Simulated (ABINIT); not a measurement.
**Run report: P, phonon bands calculation (part 1 of 4)**

The run: phonon bands calculation of P (R-3m, 2 atoms in the cell). Method and program: Kohn-Sham DFT of a periodic cell, LDA, HGH LDA, no spin polarisation (ABINIT 10.8.3).

The structure derives from a Materials Project entry.

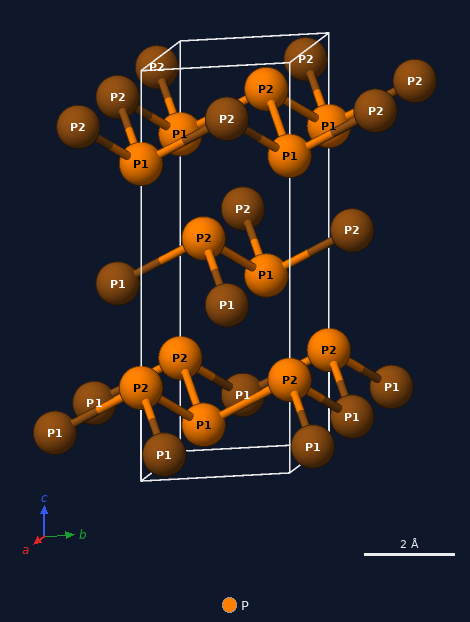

Figure 1. The structure (ball-and-stick view of the cell 3 times as large as that of the calculation, set on its symmetry axes, seen slightly off an axis; neighbours outside the cell are drawn fainter; atoms are numbered from 1 in the order of the input). An atom can appear more than once, as a periodic image.

## The input
```
# Datasets
ndtset 5

# Pseudopotentials
pp_dirpath "./"
pseudos "P.hgh"

# Structure
acell 3*1.0
rprim
     3.2611479528     1.8828246485     5.9142380806
    -3.2611479528     1.8828246485     5.9142380806
     0.0000000000    -3.7656492968     5.9142380806
ntypat 1
znucl 15
natom 2
typat 1 1
xred
   0.7729197500   0.7729197500   0.7729197500
   0.2270802500   0.2270802500   0.2270802500

# Plane-wave basis
ecut 18.0

# k points
ngkpt 6 6 6
nshiftk 1
shiftk 0.0 0.0 0.0

# Exchange and correlation
ixc 7

# Bands and occupations
nband 13
occopt 3
tsmear 0.00183747

# SCF cycle
nstep 80

# Output
prteig 0
prtebands 0
prtwf 0
prtden 0
prtpot 0

# Dataset 1: ground state
kptopt1 1
tolvrs1 1.0e-15
prtwf1 1
tolwfr1 1.0e-14
nbdbuf1 4
nline1 6

# Dataset 2: response at q = 0 to atomic displacements
rfphon2 1
rfatpol2 1 2
rfdir2 1 1 1
getwfk2 1
kptopt2 2
nqpt2 1
qpt2 0.0 0.0 0.0
tolvrs2 1.0e-8

# Dataset 3: atomic displacements at q = 0.5 0.0 0.0
rfphon3 1
rfatpol3 1 2
rfdir3 1 1 1
getwfk3 1
kptopt3 3
nqpt3 1
qpt3 1/2 0.0 0.0
tolvrs3 1.0e-8

# Dataset 4: atomic displacements at q = 0.5 0.5 0.0
rfphon4 1
rfatpol4 1 2
rfdir4 1 1 1
getwfk4 1
kptopt4 3
nqpt4 1
qpt4 1/2 1/2 0.0
tolvrs4 1.0e-8

# Dataset 5: atomic displacements at q = 0.5 0.5 0.5
rfphon5 1
rfatpol5 1 2
rfdir5 1 1 1
getwfk5 1
kptopt5 3
nqpt5 1
qpt5 1/2 1/2 1/2
tolvrs5 1.0e-8
```

## File mrgddb.in
```
merged_DDB
P
5
runo_DS1_DDB
runo_DS2_DDB
runo_DS3_DDB
runo_DS4_DDB
runo_DS5_DDB
```

## File anaddb.abi
```
ddb_filepath "merged_DDB"
output_file "anaddb.abo"
outdata_prefix "ana"
asr 1
chneut 0
dipdip 0
dieflag 0
enunit 0
ifcflag 1
brav 1
ngqpt 2 2 2
nqshft 1
q1shft 0.0 0.0 0.0
nqpath 3
ndivsm 6
qpath
     0.0000000000     0.0000000000     0.0000000000
     0.5000000000     0.0000000000     0.0000000000
     0.5000000000     0.2342330829    -0.2342330829
prtdos 2
ng2qpt 20 20 20
dosdeltae 2.0e-5
```

Run on 1 thread of AMD EPYC (Zen 3), 128 GiB of memory available, shared host.

Launched with:
```bash
abinit run.abi > log 2>&1
mrgddb < mrgddb.in > mrgddb.log 2>&1
anaddb anaddb.abi > anaddb.log 2>&1
```

## The program's output
```
.Version 10.8.3 of ABINIT
 DATASET    1 : space group R-3 m (#166); Bravais hR (rhombohedral)
================================================================================
 Values of the parameters that define the memory need for DATASET  1.
     intxc =       0    ionmov =       0      iscf =       7    lmnmax =       3
     lnmax =       3     mgfft =      30  mpssoang =       2    mqgrid =    3001
     natom =       2  nloc_mem =       1    nspden =       1   nspinor =       1
    nsppol =       1      nsym =      12    n1xccc =       0    ntypat =       1
    occopt =       3   xclevel =       1
       mpw =         808          nfft =       27000          nkpt =          32
================================================================================
================================================================================

 DATASET    2 : space group R-3 m (#166); Bravais hR (rhombohedral)
================================================================================
 Values of the parameters that define the memory need for DATASET  2 (RF).
     intxc =       0      iscf =       7    lmnmax =       3     lnmax =       3
     mgfft =      30  mpssoang =       2    mqgrid =    3001     natom =       2
  nloc_mem =       1    nspden =       1   nspinor =       1    nsppol =       1
      nsym =      12    n1xccc =       0    ntypat =       1    occopt =       3
   xclevel =       1
      nfft =       27000          nkpt =         112
================================================================================
================================================================================

 DATASET    3 : space group R-3 m (#166); Bravais hR (rhombohedral)
================================================================================
 Values of the parameters that define the memory need for DATASET  3 (RF).
     intxc =       0      iscf =       7    lmnmax =       3     lnmax =       3
     mgfft =      30  mpssoang =       2    mqgrid =    3001     natom =       2
  nloc_mem =       1    nspden =       1   nspinor =       1    nsppol =       1
      nsym =      12    n1xccc =       0    ntypat =       1    occopt =       3
   xclevel =       1
      nfft =       27000          nkpt =         216
================================================================================
================================================================================

 DATASET    4 : space group R-3 m (#166); Bravais hR (rhombohedral)
================================================================================
 Values of the parameters that define the memory need for DATASET  4 (RF).
     intxc =       0      iscf =       7    lmnmax =       3     lnmax =       3
     mgfft =      30  mpssoang =       2    mqgrid =    3001     natom =       2
  nloc_mem =       1    nspden =       1   nspinor =       1    nsppol =       1
      nsym =      12    n1xccc =       0    ntypat =       1    occopt =       3
   xclevel =       1
      nfft =       27000          nkpt =         216
================================================================================
================================================================================

 DATASET    5 : space group R-3 m (#166); Bravais hR (rhombohedral)
================================================================================
 Values of the parameters that define the memory need for DATASET  5 (RF).
     intxc =       0      iscf =       7    lmnmax =       3     lnmax =       3
     mgfft =      30  mpssoang =       2    mqgrid =    3001     natom =       2
  nloc_mem =       1    nspden =       1   nspinor =       1    nsppol =       1
      nsym =      12    n1xccc =       0    ntypat =       1    occopt =       3
   xclevel =       1
      nfft =       27000          nkpt =         216
================================================================================
================================================================================

--------------------------------------------------------------------------------
------------- Echo of variables that govern the present computation ------------
--------------------------------------------------------------------------------
 -outvars: echo values of preprocessed input variables --------
            acell      1.0000000000E+00  1.0000000000E+00  1.0000000000E+00 Bohr
              amu      3.09737620E+01
             ecut      1.80000000E+01 Hartree
           getwfk1          0
           getwfk2          1
           getwfk3          1
           getwfk4          1
           getwfk5          1
                       outvar_i_n : Printing only first  50 k-points.
              ixc           7
           jdtset        1    2    3    4    5
                       outvar_i_n : Printing only first  50 k-points.
           kptopt1          1
           kptopt2          2
           kptopt3          3
           kptopt4          3
           kptopt5          3
         kptrlatt        6    0    0      0    6    0      0    0    6
          kptrlen      3.91337754E+01
            natom           2
            nband1         13
            nband2         13
            nband3         13
            nband4         13
            nband5         13
           nbdbuf1          4
           nbdbuf2          2
           nbdbuf3          2
           nbdbuf4          2
           nbdbuf5          2
           ndtset           5
            ngfft          30      30      30
             nkpt1         32
             nkpt2        112
             nkpt3        216
             nkpt4        216
             nkpt5        216
            nline1          6
            nline2          4
            nline3          4
            nline4          4
            nline5          4
             nqpt1          0
             nqpt2          1
             nqpt3          1
             nqpt4          1
             nqpt5          1
            nstep          80
             nsym          12
           ntypat           1
                       prtocc : prtvol=0, do not print more k-points.
                       prtocc : prtvol=0, do not print more k-points.
                       prtocc : prtvol=0, do not print more k-points.
                       prtocc : prtvol=0, do not print more k-points.
           occopt           3
        optdriver1          0
        optdriver2          1
        optdriver3          1
        optdriver4          1
        optdriver5          1
           prtden           0
        prtebands           0
           prteig           0
            prtwf1          1
            prtwf2          0
            prtwf3          0
            prtwf4          0
            prtwf5          0
              qpt1     0.00000000E+00  0.00000000E+00  0.00000000E+00
              qpt2     0.00000000E+00  0.00000000E+00  0.00000000E+00
              qpt3     5.00000000E-01  0.00000000E+00  0.00000000E+00
              qpt4     5.00000000E-01  5.00000000E-01  0.00000000E+00
              qpt5     5.00000000E-01  5.00000000E-01  5.00000000E-01
           rfphon1          0
           rfphon2          1
           rfphon3          1
           rfphon4          1
           rfphon5          1
            rprim      3.2611479528E+00  1.8828246485E+00  5.9142380806E+00
                      -3.2611479528E+00  1.8828246485E+00  5.9142380806E+00
                       0.0000000000E+00 -3.7656492968E+00  5.9142380806E+00
          spgroup         166
           tolvrs1     1.00000000E-15
           tolvrs2     1.00000000E-08
           tolvrs3     1.00000000E-08
           tolvrs4     1.00000000E-08
           tolvrs5     1.00000000E-08
           tolwfr1     1.00000000E-14
           tolwfr2     0.00000000E+00
           tolwfr3     0.00000000E+00
           tolwfr4     0.00000000E+00
           tolwfr5     0.00000000E+00
           tsmear      1.83747000E-03 Hartree
            typat      1  1
                       outvars : Printing only first  50 k-points.
           xangst      3.9066280955E-17  8.1802566152E-11  7.2569744727E+00
                       2.4708268800E-18  2.4033185350E-11  2.1320655573E+00
            xcart      7.3824571763E-17  1.5458444642E-10  1.3713694256E+01
                       4.6691861078E-18  4.5416138245E-11  4.0290199857E+00
             xred      7.7291975000E-01  7.7291975000E-01  7.7291975000E-01
                       2.2708025000E-01  2.2708025000E-01  2.2708025000E-01
            znucl       15.00000

================================================================================

 chkinp: Checking input parameters for consistency, jdtset=   1.

 chkinp: Checking input parameters for consistency, jdtset=   2.

 chkinp: Checking input parameters for consistency, jdtset=   3.

 chkinp: Checking input parameters for consistency, jdtset=   4.

 chkinp: Checking input parameters for consistency, jdtset=   5.

================================================================================
== DATASET  1 ==================================================================

--- !DatasetInfo
iteration_state: {dtset: 1, }
dimensions: {natom: 2, nkpt: 32, mband: 13, nsppol: 1, nspinor: 1, nspden: 1, mpw: 808, }
cutoff_energies: {ecut:  18.0, pawecutdg:  -1.0, }
electrons: {nelect:   1.00000000E+01, charge:   0.00000000E+00, occopt:   3.00000000E+00, tsmear:   1.83747000E-03, }
meta: {optdriver: 0, ionmov: 0, optcell: 0, iscf: 7, paral_kgb: 0, }
...

 Exchange-correlation functional for the present dataset will be:
  LDA: Perdew-Wang 92 LSD fit to Ceperley-Alder data - ixc=7
  J.P.Perdew and Y.Wang, PRB 45, 13244 (1992)

 Real(R)+Recip(G) space primitive vectors, cartesian coordinates (Bohr,Bohr^-1):
 R(1)=  3.2611480  1.8828246  5.9142381  G(1)=  0.1533202  0.0885195  0.0563612
 R(2)= -3.2611480  1.8828246  5.9142381  G(2)= -0.1533202  0.0885195  0.0563612
 R(3)=  0.0000000 -3.7656493  5.9142381  G(3)=  0.0000000 -0.1770390  0.0563612
 Unit cell volume ucvol=  2.1788655E+02 bohr^3
 Angles (23,13,12)=  5.54369395E+01  5.54369395E+01  5.54369395E+01 degrees

 getcut: wavevector=  0.0000  0.0000  0.0000  ngfft=  30  30  30
         ecut(hartree)=     18.000   => boxcut(ratio)=   2.24297

 getcut : COMMENT -
  Note that boxcut > 2.2 ; recall that boxcut=Gcut(box)/Gcut(sphere) = 2
  is sufficient for exact treatment of convolution.
  Such a large boxcut is a waste : you could raise ecut
  e.g. ecut=   22.639081 Hartrees makes boxcut=2

--- Pseudopotential description ------------------------------------------------
- pspini: atom type   1  psp file is ./P.hgh
  15.00000   5.00000     10605                znucl, zion, pspdat
    3    1    1    0      2001   0.00000      pspcod,pspxc,lmax,lloc,mmax,r2well

 pspatm : COMMENT -
  the projectors are not normalized,
  so that the KB energies are not consistent with
  definition in PRB44, 8503 (1991).
  However, this does not influence the results obtained hereafter.

  -5.04727534E+01                                ecore*ucvol(ha*bohr**3)
--------------------------------------------------------------------------------

================================================================================

--- !BeginCycle
iteration_state: {dtset: 1, }
solver: {iscf: 7, nstep: 80, nline: 6, wfoptalg: 0, }
tolerances: {tolwfr: 1.00E-14, tolvrs: 1.00E-15, }
...

     iter   Etot(hartree)      deltaE(h)  residm     vres2
 ETOT  1  -13.240634497009    -1.324E+01 1.171E-02 2.735E+01
 ETOT  2  -13.250847725530    -1.021E-02 2.231E-07 5.659E-01
 ETOT  3  -13.250943480216    -9.575E-05 5.043E-06 1.172E-02
 ETOT  4  -13.250945424755    -1.945E-06 1.277E-07 3.315E-04
 ETOT  5  -13.250945477324    -5.257E-08 2.762E-09 2.332E-06
 ETOT  6  -13.250945477694    -3.700E-10 2.543E-11 6.730E-08
 ETOT  7  -13.250945477704    -1.022E-11 1.007E-12 6.140E-10
 ETOT  8  -13.250945477705    -6.217E-14 9.923E-15 1.240E-11
 ETOT  9  -13.250945477705    -1.066E-14 9.959E-15 4.754E-14
 ETOT 10  -13.250945477704     1.066E-13 9.896E-15 1.308E-15
 ETOT 11  -13.250945477704    -5.507E-14 9.905E-15 4.208E-18

 At SCF step   11  max residual=  9.90E-15 < tolwfr=  1.00E-14 AND vres2   =  4.21E-18 < tolvrs=  1.00E-15 =>converged.

 Cartesian components of stress tensor (hartree/bohr^3)
  sigma(1 1)=  1.44961014E-04  sigma(3 2)=  1.03501363E-14
  sigma(2 2)=  1.44961014E-04  sigma(3 1)=  0.00000000E+00
  sigma(3 3)=  1.88703905E-04  sigma(2 1)=  0.00000000E+00

--- !ResultsGS
iteration_state: {dtset: 1, }
comment   : Summary of ground state results
lattice_vectors:
- [  3.2611480,   1.8828246,   5.9142381, ]
- [ -3.2611480,   1.8828246,   5.9142381, ]
- [  0.0000000,  -3.7656493,   5.9142381, ]
lattice_lengths: [   7.01130,    7.01130,    7.01130, ]
lattice_angles: [ 55.437,  55.437,  55.437, ] # degrees, (23, 13, 12)
lattice_volume:   2.1788655E+02
convergence: {deltae: -5.507E-14, res2:  4.208E-18, residm:  9.905E-15, diffor: null, }
etotal    :  -1.32509455E+01
entropy   :   0.00000000E+00
fermie    :   3.91605238E-01
cartesian_stress_tensor: # hartree/bohr^3
- [  1.44961014E-04,   0.00000000E+00,   0.00000000E+00, ]
- [  0.00000000E+00,   1.44961014E-04,   1.03501363E-14, ]
- [  0.00000000E+00,   1.03501363E-14,   1.88703905E-04, ]
pressure_GPa:  -4.6939E+00
xred      :
- [  7.7292E-01,   7.7292E-01,   7.7292E-01,  P]
- [  2.2708E-01,   2.2708E-01,   2.2708E-01,  P]
cartesian_forces: # hartree/bohr
- [  1.67202793E-19,  -9.44620531E-20,   1.17118522E-03, ]
- [ -1.67202793E-19,   9.44620531E-20,  -1.17118522E-03, ]
force_length_stats: {min:   1.17118522E-03, max:   1.17118522E-03, mean:   1.17118522E-03, }
...

 Integrated electronic density in atomic spheres:
 ------------------------------------------------
 Atom  Sphere_radius  Integrated_density
    1        2.00000          2.74575703
    2        2.00000          2.74575703
================================================================================

 ----iterations are completed or convergence reached----
```
